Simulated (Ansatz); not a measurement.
## Single-point calculation of AgCl

System: AgCl (4 atoms in the cell).
Method: DFT, r2SCAN, plane waves, PAW, no spin polarisation (Ansatz 0.2.0).

The structure derives from a Materials Project entry. The geometry comes from this level: r2SCAN. Figures and captions count atoms from 1; the log counts them from 0 in places.

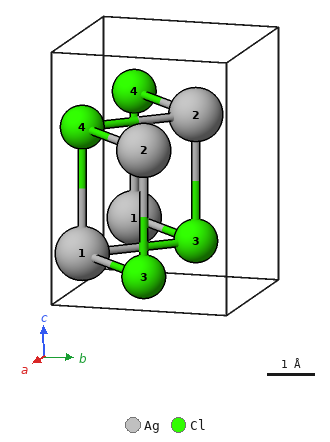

The structure as given in the input (ball-and-stick view of the cell of the calculation, repeated 2 × 1 × 1, seen slightly off an axis; atoms are numbered from 1 in the order of the input). An atom can appear more than once, as a periodic image. Near neighbours in the periodic cell (some may lie outside the picture): Ag has 6 Cl at 2.77 Å; Cl has 6 Ag at 2.77 Å.

Input
```yaml
crystal:
  lattice:
    - [3.9166762094, 0.0, 0.193645832]
    - [0.0, 3.9212466038, 0.0]
    - [-0.2730111637, 0.0, 5.5375273488]
  atoms:
    - { symbol: Ag, position: [0.2500548782, 0.25, 0.2500031853] }
    - { symbol: Ag, position: [0.7499451218, 0.75, 0.7499968147] }
    - { symbol: Cl, position: [0.7500376905, 0.75, 0.2499964643] }
    - { symbol: Cl, position: [0.2499623095, 0.25, 0.7500035357] }
kpoints:
  mp_grid: { grid: [4, 4, 4] }
hamiltonian:
  xc: r2scan
scf:
  occupations: { method: fixed }
  n_extra_bands: 5
output:
  forces: true
  stress: true
  eigenvalues: true
  write_density: true
  write_potential: true
  elf: true
  volumetric_format: npy
```

Launched with:
```bash
ansatz run input.yaml --threads 4 --pin off --max-ram 4608MiB --backend cpu --events-out ev --progress --plain --runs-dir out
```

What the program printed
```
scf.n_extra_bands = 5 over 26 filled bands (N_el = 52.0): the run solves 31 bands
Engine: ansatz 0.2.0, x86_64-unknown-linux-gnu
Pseudopotentials: kind: paw
Pseudopotential: Ag, paw, valence charge 19, recommended cutoff 500 eV (meta_gga), Ag.paw.azcp
Pseudopotential: Cl, paw, valence charge 7, recommended cutoff 500 eV (meta_gga), Cl.paw.azcp
Functional definition: r2SCAN
  parameter k0 = 0.174
  parameter k1 = 0.065
  parameter a1 = 4.9479
  exchange = r2scan_x(k0 = k0, k1 = k1, a1 = a1)
  correlation = r2scan_c
Crystal: 4 atoms, lattice volume = 85.254 Å³
Basis set: ecut = 500 eV, 2173 PW (Γ), exchange–correlation on 120×120×180 points (64 copies of the dense FFT grid, shifted against one another)
Bands: 31, of which v1, the nominal top of the filled ones, is band 26 counted from 1 (25 counted from 0)
Symmetry: 4 space group operations
Space group: P21/m (ITA 11), of the structure as read, at distance tolerance 4.4e-5 Å
k-points: 30 of 64
Non-local potential: Ag, projectors of the file, l = 0: 3, l = 1: 2, l = 2: 2, l = 3: 1
Non-local potential: Cl, projectors of the file, l = 0: 2, l = 1: 2, l = 2: 2
PAW form: soft (Blöchl's): semilocal exchange-correlation on the pseudo side does not see the compensation charge
PAW frozen core: Ag, regenerated for the run's functional (the file was generated under x = pbe(κ = 0.804, μ = 0.2195149727645171), c = pbe(β = 0.06672455060314922))
PAW frozen core: Cl, regenerated for the run's functional (the file was generated under x = pbe(κ = 0.804, μ = 0.2195149727645171), c = pbe(β = 0.06672455060314922))
PAW one-centre angular grid: Ag, 590 points (default); XC on 160 Gauss nodes
PAW one-centre angular grid: Cl, 302 points (default); XC on 160 Gauss nodes
Initial density: superposition of atomic densities (neutral atoms: chi_scale 0, normalization atom), corrected by the library's trained network
Initial wavefunctions: pseudopotential atomic-orbital guess
Functional: x = r2scan, c = r2scan; τ floored in thin density (d = 2e-4 eV/Å³)
SCF iter   1: F=—  HF=-17377.484435 eV  |F-HF|=—  |Δ(HF+E_count)|=         —  Δρ=7.86e-3  dr2=3.80e-2  dr2_τ=1.07e-2  ethr=1.77e-3  ⟨swp⟩=4.8  Hψ=2987  notcnv=0  defer=86
preconditioner: auto → Resta (q_TF=auto, 2.512 Å⁻¹)  ε∞=6.2  [insulator: Δε(μ)=1.519 eV  Ē_g=10.574 eV  n_scr=20 (ndim 8)  ℏωp=24.1 eV  f_vac=0.033  ε∞_Penn≈6.2]
SCF iter   2: F=—  HF=-17377.486856 eV  |F-HF|=—  |Δ(HF+E_count)|=   2.42e-3  Δρ=4.07e-3  dr2=6.69e-3  dr2_τ=1.26e-3  ethr=7.30e-5  ⟨swp⟩=2.8  Hψ=1540  notcnv=0  defer=90
SCF iter   3: F=—  HF=-17377.487322 eV  |F-HF|=—  |Δ(HF+E_count)|=   4.66e-4  Δρ=1.25e-3  dr2=8.26e-4  dr2_τ=5.75e-5  ethr=1.29e-5  ⟨swp⟩=2.3  Hψ=992  notcnv=0  defer=90
SCF iter   4: F=—  HF=-17377.487379 eV  |F-HF|=—  |Δ(HF+E_count)|=   5.70e-5  Δρ=2.02e-4  dr2=2.93e-5  dr2_τ=2.01e-6  ethr=1.59e-6  ⟨swp⟩=2.5  Hψ=1560  notcnv=0  defer=88
SCF iter   5: F=—  HF=-17377.487385 eV  |F-HF|=—  |Δ(HF+E_count)|=   5.19e-6  Δρ=4.47e-5  dr2=1.64e-6  dr2_τ=1.01e-7  ethr=5.63e-8  ⟨swp⟩=2.1  Hψ=1394  notcnv=0  defer=30
SCF iter   6: F=-17377.487385 eV  HF=-17377.487385 eV  |F-HF|=1.50e-8  |Δ(HF+E_count)|=   2.55e-7  Δρ=1.02e-5  dr2=9.30e-8  dr2_τ=9.42e-9  ethr=1.92e-10  ⟨swp⟩=11.9  Hψ=7621  notcnv=0
SCF 1 converged in 6 iterations: F = -17377.487385 eV  dr2 = 9.30e-8
  greatest PAW one-centre occupation: 1.003 electrons in one spin orbital (limit 2), on the Ag atom at site 1 (counted from 0), in its partial waves of l = 1
```

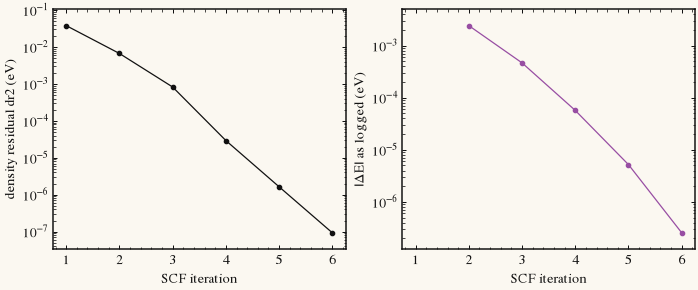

Convergence of the self-consistent field: density residual dr2 and size of the energy change against the SCF iteration. The residual falls at every step.

```
SCF converged after 6 iterations
Free energy (F): -17377.487385 eV
Harris-Foulkes:  -17377.487385 eV  (|F-HF|=1.50e-8)
Internal energy: -17377.487385 eV  (E = F + TS)
E sigma→0 (E₀):  -17377.487385 eV
Fermi energy:    7.802925 eV
--- Per-component energies (eV) ---
  E_band       = -764.093683
  E_kinetic    = 1379.310142
  E_local      = -6429.099542  (includes V_loc(G=0)·N_el)
  E_nonlocal   = 228.525760
  E_hartree    = 2825.931412
  E_xc         = -560.877271
  E_vxc        = -788.223672  (∫ρ·V_xc dr)
  E_paw        = -9185.829699  (= ΣΔE_a)
  E_vpaw       = -857.426407  (= ΣTr[D̂ρ^β])
  E_aug_tail   = 0.000234  (compensation charges beyond the density's cutoff)
  E_vtau       = 50.968631  (kinetic-family band-sum trace: ∫τ·v_τ [+ j·A + Jᵃ·Aᵃ] dr)
  E_ewald      = -5634.156987
  E_core_change = -1.291435  (= ΣΔE_core)
  E_smearing   = -0.000000  (= −TS)
  E_closure    = -0.000000  (closes the sum)
  Σ components = -17377.487385   (vs F -17377.487385, Δ=0.00e0)
--- Forces (eV/Å), atoms counted from 1 ---
  atom   1  Ag    -0.00009035     0.00000000    -0.00000711
  atom   2  Ag     0.00009035    -0.00000000     0.00000711
  atom   3  Cl    -0.00001227     0.00000000     0.00004666
  atom   4  Cl     0.00001227    -0.00000000    -0.00004666
  max |Σ_I F_I| component: 1.19e-20 eV/Å
--- Stress (GPa, compression-positive) ---
        0.083599       0.000000       0.005664
        0.000000       0.084484      -0.000000
        0.005664      -0.000000      -0.046596
  P = ⅓ Tr σ = 0.0405 GPa (0.405 kbar)
--- Band table (eV; the first three rows and the last of 30) ---
  k-point 0: bands = ["-84.2746", "-84.2744", "-46.9644", "-46.9620", "-46.9619", "-46.9618", "-46.9608", "-46.9608", "-7.9687", "-7.5151", "3.3900", "4.6586", "4.6590", "5.0285", "5.3449", "5.3450", "5.3461", "5.3940", "5.3957", "5.3959", "5.4008", "5.4017", "5.5846", "5.8173", "5.8173", "5.9360", "9.2767", "10.7687", "16.1039", "17.0993", "18.9983"]
  k-point 1: bands = ["-84.2745", "-84.2745", "-46.9641", "-46.9622", "-46.9618", "-46.9618", "-46.9610", "-46.9610", "-7.8909", "-7.5680", "3.1766", "4.0978", "4.6278", "4.6281", "4.9350", "4.9351", "5.0744", "5.2990", "5.4282", "5.5575", "5.8048", "5.8049", "5.9219", "5.9219", "6.2838", "6.2933", "10.2303", "11.2810", "16.2957", "16.3484", "17.9438"]
  k-point 2: bands = ["-84.2745", "-84.2745", "-46.9631", "-46.9631", "-46.9614", "-46.9614", "-46.9614", "-46.9614", "-7.7170", "-7.7170", "3.2565", "3.2565", "4.6761", "4.6762", "4.6763", "4.6764", "5.1862", "5.1862", "5.4926", "5.4926", "6.0056", "6.0056", "6.0056", "6.0057", "6.5336", "6.5337", "11.7555", "11.7556", "15.8436", "15.8439", "16.8957"]
  k-point 29: bands = ["-84.2744", "-84.2744", "-46.9630", "-46.9630", "-46.9627", "-46.9627", "-46.9627", "-46.9627", "-7.4806", "-7.4806", "3.5171", "3.5171", "3.7318", "3.7318", "3.7320", "3.7320", "5.7881", "5.7881", "5.7882", "5.7882", "5.8181", "5.8181", "5.8475", "5.8475", "6.6628", "6.6628", "12.5674", "12.5674", "16.1667", "16.1667", "16.1673"]
```

File v_z.tsv
```
# z_ang	v_es[eV]	v_tot[eV]
# format = ansatz-planar-average/11
# xc	r2scan
# density_cutoff_ev	2000
# datasets	Ag=:simpson_from_first_knot:soft:shift=0	Cl=:simpson_from_first_knot:soft:shift=0
# lattice	3.916676209	0.000000000	0.193645832
# lattice	0.000000000	3.921246604	0.000000000
# lattice	-0.273011164	0.000000000	5.537527349
# sites	4
# site	47	0.911130332	0.980311651	1.432821561
# site	47	2.732534714	2.940934953	4.298351620
# site	17	2.869402953	2.940934953	1.529603931
# site	17	0.774262093	0.980311651	4.201569250
0.000000	1.209955e1	5.545754e0
0.123206	1.199217e1	5.347749e0
0.246411	1.165844e1	4.724939e0
0.369617	1.100577e1	3.412006e0
0.492823	9.883690e0	1.283000e0
0.616028	8.198567e0	-1.546126e0
0.739234	6.050313e0	-4.872803e0
0.862439	3.752137e0	-8.310588e0
0.985645	1.632015e0	-1.145674e1
1.108851	-7.023940e-2	-1.394713e1
1.232056	-1.215155e0	-1.559648e1
1.355262	-1.721002e0	-1.631312e1
1.478468	-1.551432e0	-1.607448e1
1.601673	-7.182556e-1	-1.488361e1
1.724879	7.179798e-1	-1.279965e1
1.848084	2.652531e0	-9.945628e0
1.971290	4.897859e0	-6.602998e0
2.094496	7.165707e0	-3.169374e0
2.217701	9.111487e0	-5.183747e-2
2.340907	1.051180e1	2.442650e0
2.464113	1.138133e1	4.172751e0
2.587318	1.185667e1	5.100753e0
2.710524	1.207250e1	5.495108e0
2.833729	1.207250e1	5.495108e0
2.956935	1.185667e1	5.100753e0
3.080141	1.138133e1	4.172751e0
3.203346	1.051180e1	2.442650e0
3.326552	9.111487e0	-5.183747e-2
3.449758	7.165707e0	-3.169374e0
3.572963	4.897859e0	-6.602998e0
3.696169	2.652531e0	-9.945628e0
3.819374	7.179798e-1	-1.279965e1
3.942580	-7.182556e-1	-1.488361e1
4.065786	-1.551432e0	-1.607448e1
4.188991	-1.721002e0	-1.631312e1
4.312197	-1.215155e0	-1.559648e1
4.435403	-7.023940e-2	-1.394713e1
4.558608	1.632015e0	-1.145674e1
4.681814	3.752137e0	-8.310588e0
4.805019	6.050313e0	-4.872803e0
4.928225	8.198567e0	-1.546126e0
5.051431	9.883690e0	1.283000e0
5.174636	1.100577e1	3.412006e0
5.297842	1.165844e1	4.724939e0
5.421048	1.199217e1	5.347749e0
```

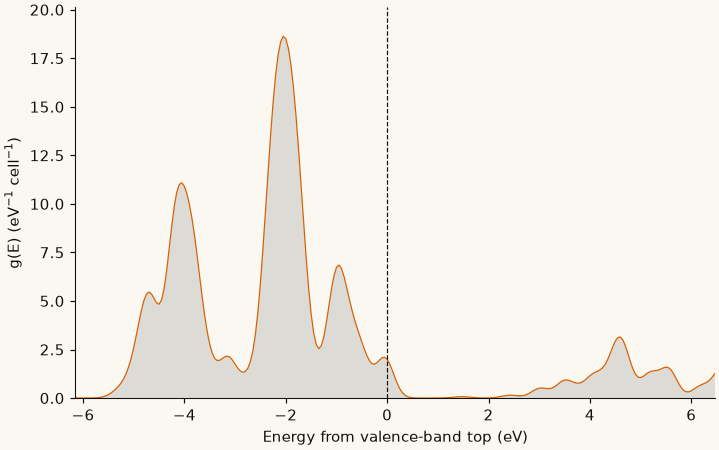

Density of states (the curve is built from the levels of the k mesh with Gaussians 0.4 eV wide, which also blur the band edges), with energies from the valence-band top. There is a gap of 1.47 eV on the k-point mesh. Small ripples come from the finite k-point mesh.

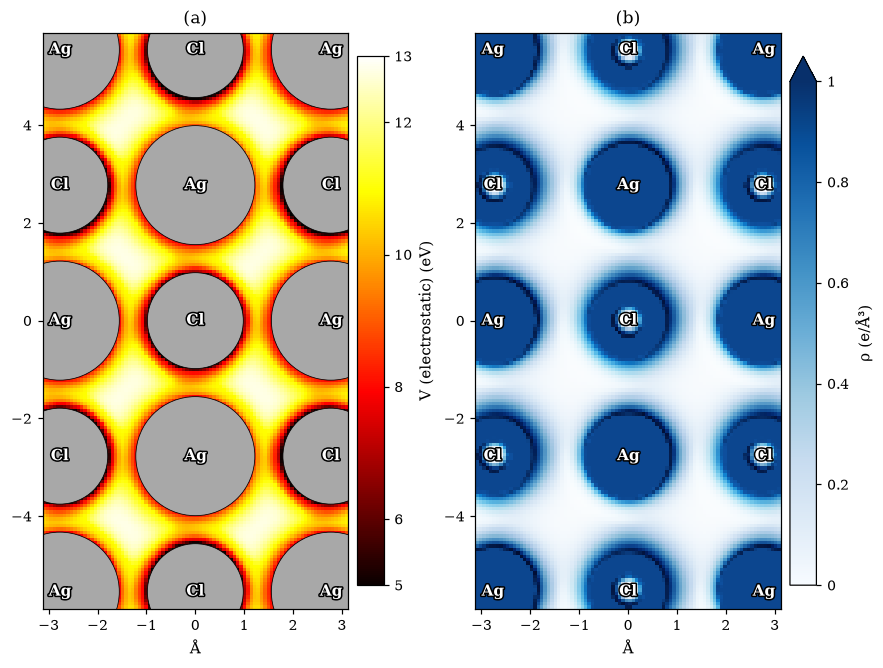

(a) electrostatic potential (local pseudopotential plus Hartree) felt by an electron; (b) valence pseudo-density on the (100) plane of the conventional cell. Grey discs, where drawn, cover atomic cores. Ag–Cl (2.77 Å): ρ is about 0.22 e/Å³ halfway. Away from the nuclei the density in this plane falls to 0.05 e/Å³ at its lowest. Outside the cores the potential energy rises away from the atoms and is highest about 1.9 Å from the nearest atoms; outside the discs it spans about 7 eV, and its zero is arbitrary. Core electrons are frozen (PAW), so the fields are smoothed inside the atomic spheres.

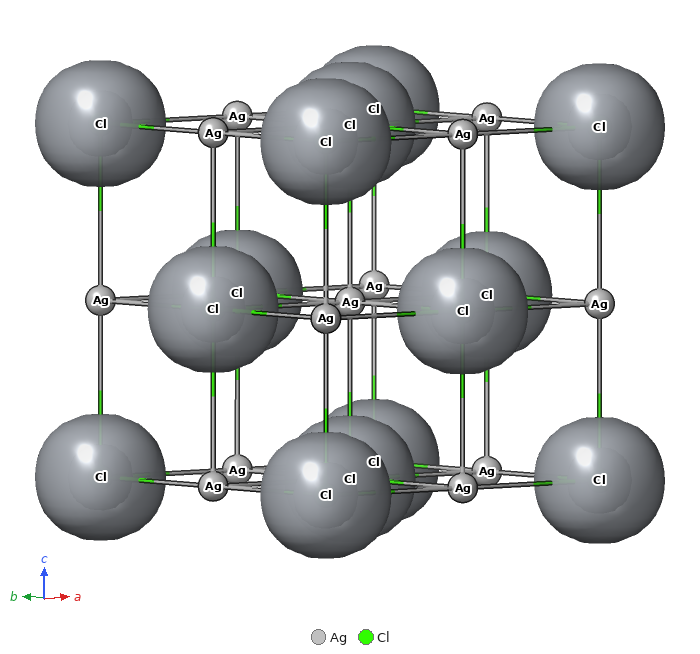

Isosurface of the ELF at 0.8 (grey), seen at an oblique angle. Core shells and regions of very low density are left out. Sticks mark near contacts. The outline is the cell set on symmetry axes. Along the contacts the grid gives the following.

Summary

| quantity | value |
| --- | --- |
| outcome | converged |
| space group (tolerance 0.01 Å) | Fm-3m (225) |
| electrons treated | 52 |
| free energy | −17377.4874 eV |
| Fermi energy | 7.803 eV |
| gap on the k-point mesh | 1.47 eV |
| pressure | 0.04 GPa |
| largest force (length of the vector) | under 0.001 eV/Å |
| hardware | 4 threads of Intel Xeon @ 2.50GHz (Skylake/Cascade Lake), 189 GiB of memory available, shared host |
| wall time | 6.7 s (CPU time 23 s) |
| peak memory | 0.62 GiB |
